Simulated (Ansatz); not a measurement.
Structure data:

```
Al Ga N
1.0
     4.55525    0.00000    0.00000
     0.00000    4.55525    0.00000
     0.00000    0.00000    4.55525
Al Ga N
1 3 4
Direct
  0.00000 0.00000 0.00000
  0.50000 0.50000 0.00000
  0.50000 0.00000 0.50000
  0.00000 0.50000 0.50000
  0.75503 0.75503 0.24497
  0.75503 0.24497 0.75503
  0.24497 0.75503 0.75503
  0.24497 0.24497 0.24497
```

Interpret the file: composition, symmetry and coordination.

Chemical formula AlGa3N4. Space group P-43m (No. 215), lattice primitive cubic. Counting shared atoms by their share gives 1 Al, 3 Ga, 4 N, or 8 atoms. Al is linked to four N in a tetrahedral arrangement at 1.93 Å. Ga is surrounded by four N in a tetrahedral arrangement at 1.99 Å. N is surrounded by three Ga and one Al in a tetrahedral arrangement (1.99 Å to Ga, 1.93 Å to Al). The bonds build a three-dimensional framework.

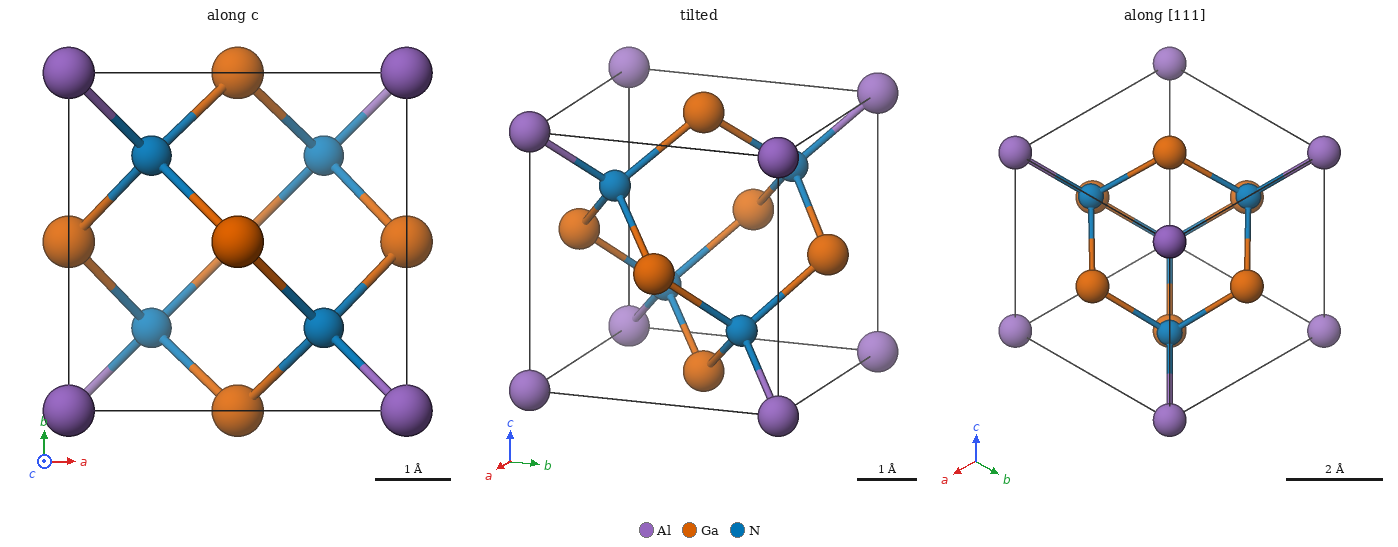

Ball-and-stick representation of a periodic structure, projected along the c axis, slightly off an axis and along [111]. The lines enclose the conventional unit cell; boundary atoms appear with their images.

The initial geometry was a structure listed in the Materials Project. The cell was then strained or its atoms displaced on purpose. The atoms were relaxed in a fixed cell with DFT PBEsol, scalar-relativistic, plane waves, PAW in Ansatz.

At this level of theory the run's own cell isn't at rest (stretched, at -10 GPa), so its distances can differ from those at equilibrium, the more so the softer the solid.
